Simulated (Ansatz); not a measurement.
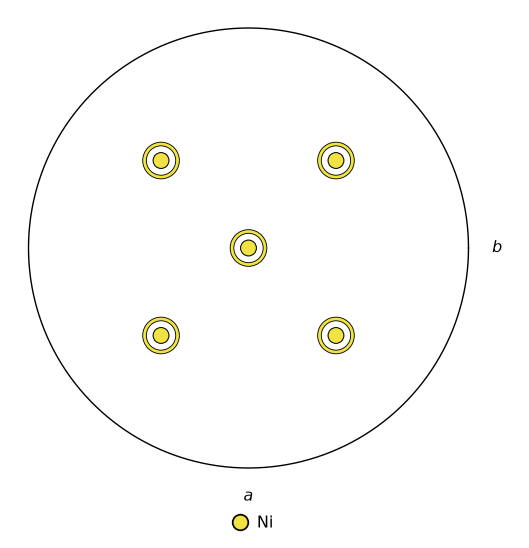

For Ni, coordinates from a relaxation with DFT PBE, scalar-relativistic, plane waves, PAW in Ansatz 0.2.0; the starting structure was generated, so it need not be a known form of this composition: directions from one nickel atom at (0, 0, 1/2) to its bonded neighbours, in stereographic projection down c (filled: above the plane of the page or in it, open: below). Symmetry computed with spglib at a tolerance of 0.002 Å; standard conventional cell.

Neighbours are counted up to 2.73 Å for Ni.

```yaml
crystal:
  lattice:
    - [2.94704, 0.00000, 0.00000]
    - [0.00000, 2.94704, 0.00000]
    - [0.00000, 0.00000, 2.53448]
  atoms:
    - { symbol: Ni, position: [0.00000, 0.00000, 0.50000] }
    - { symbol: Ni, position: [0.50000, 0.50000, 0.00000] }
```

> How many neighbours are there, and at what angles?

10: 8 Ni at 2.44 Å, 2 Ni at 2.53 Å. Angles between bonds: 59° (8×), 63° (4×), 74° (8×), 106° (8×), 117° (4×), 121° (8×), 180° (5×).

> What is the site's symmetry in the crystal?

Point group 4/mmm (D4h), order 16: one fourfold axis, four twofold axes, five mirror planes, an inversion centre. In No. 139, I4/mmm this is Wyckoff position 2b.
